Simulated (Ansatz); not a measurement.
## STM study: Monolayer InSe

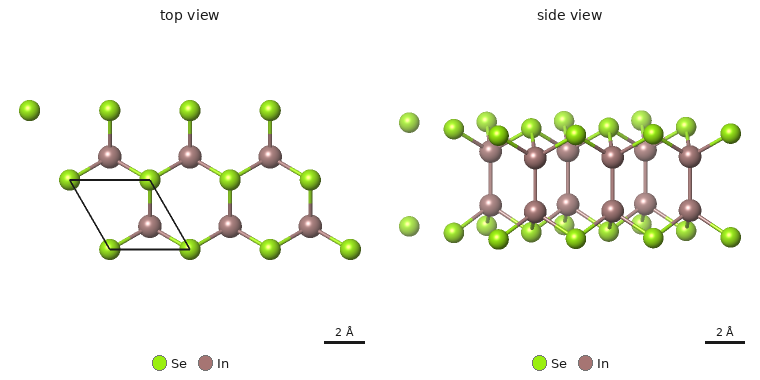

The relaxed structure from above and from the side.

Theory: DFT PBE+D3(BJ), scalar-relativistic, plane waves, PAW (Ansatz 0.2.0). Cutoff 420 eV, 24 × 24 k-points, Gaussian smearing 0.05 eV, dipole correction. No spin polarisation. Spin–orbit coupling is left out; with In it can shift levels and gaps. The run couldn't confirm all of its levels under its output density. The run warns that the functional's potential is rough in the thin density of the vacuum, where the tip is; weak contrasts and barriers may feel it.

Tersoff–Hamann simulation (s-wave tip); biases are sample biases. Zero bias is put in the middle of the gap by convention. Bias windows are sharp sums over the levels of the k mesh.

```cif
data_structure
_symmetry_space_group_name_H-M 'P 1'
_symmetry_Int_Tables_number 1
_cell_length_a 4.0212
_cell_length_b 4.0212
_cell_length_c 25.3990
_cell_angle_alpha 90.000
_cell_angle_beta 90.000
_cell_angle_gamma 120.000
_cell_volume 355.67
loop_
_atom_site_label
_atom_site_type_symbol
_atom_site_fract_x
_atom_site_fract_y
_atom_site_fract_z
_atom_site_occupancy
Se1 Se 0.00000 0.00000 0.39372 1
In1 In 0.66667 0.33333 0.44491 1
In2 In 0.66667 0.33333 0.55509 1
Se2 Se 0.00000 0.00000 0.60628 1
```

The last single point, restarted from the relaxation's density, took 2.4 min on 1 thread of Intel(R) Xeon(R) Platinum 8259CL CPU @ 2.50GHz (Skylake/Cascade Lake), on a shared host, peak memory 0.98 GiB.

## 1. One image

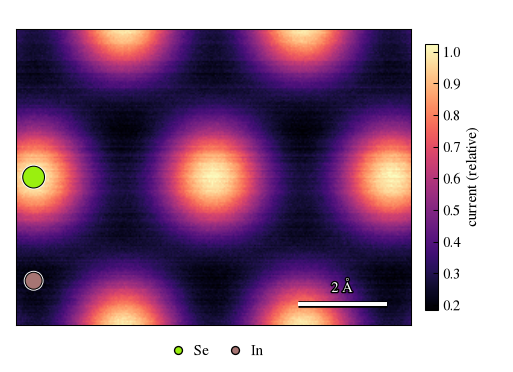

Constant-height image 3.0 Å above the topmost atom of this surface, sample bias −1.45 V. The atoms seen from above are drawn over one corner (deeper ones smaller). Noise was added to mimic a scan.

> Which atoms or sites appear bright, which dark, and how strong is the contrast?

The brightest spots lie over the top Se atoms; the darkest points are over the In atoms 1.3 Å below the top plane. The brightest point carries 4.8 times the current of the darkest.

## 2. Approach curves

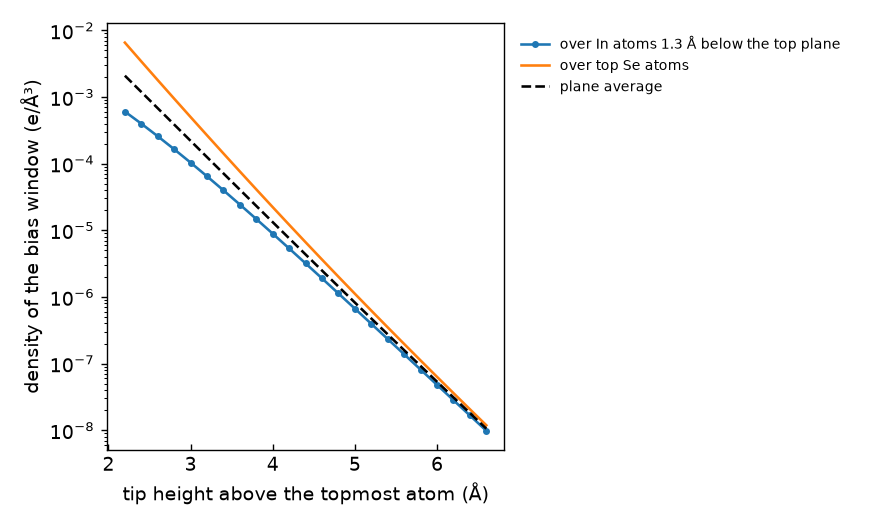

Approach curves over this surface at a sample bias of −2.85 V.

> Estimate the decay constant and the apparent barrier, and compare with the vacuum level, which the run puts 5.17 eV above zero bias.

Near 4 Å the plane average falls as exp(−2.80 z/Å), a factor of 16 per ångström, which gives an apparent barrier of 7.5 eV (0.952 eV Å² times the slope squared). The highest filled states lie 6.00 eV under the vacuum level. The apparent barrier is above 6.00 eV. At 4 Å the 0.27 eV of states nearest the highest filled state carry 48 % of the density.

## 3. Barrier map

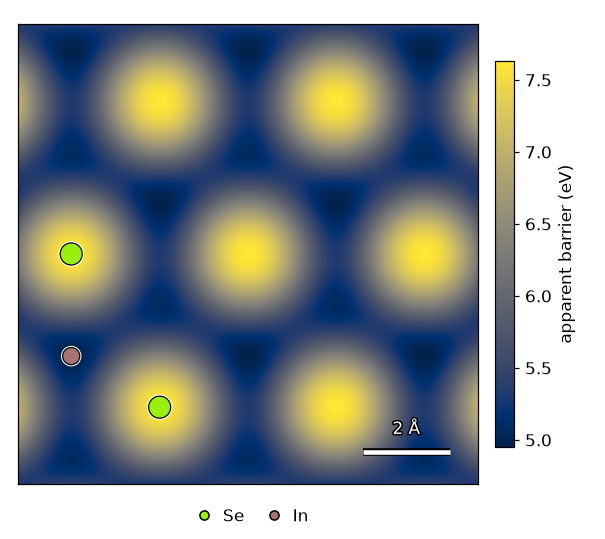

Map of the apparent barrier height, 0.952 eV Å² × (d ln I/dz)², 3.8 Å above this surface at −1.10 V; lighter colours are higher.

> Where is the apparent barrier highest and lowest, and over what range?

It is highest, 7.6 eV, over the top Se atoms, and lowest, 4.9 eV, over the In atoms 1.3 Å below the top plane. The vacuum level lies 5.17 eV above zero bias, 6.00 eV above the highest filled states. The high values lie on or round the bright spots: there the density falls fastest, as the corrugation dies out with height.
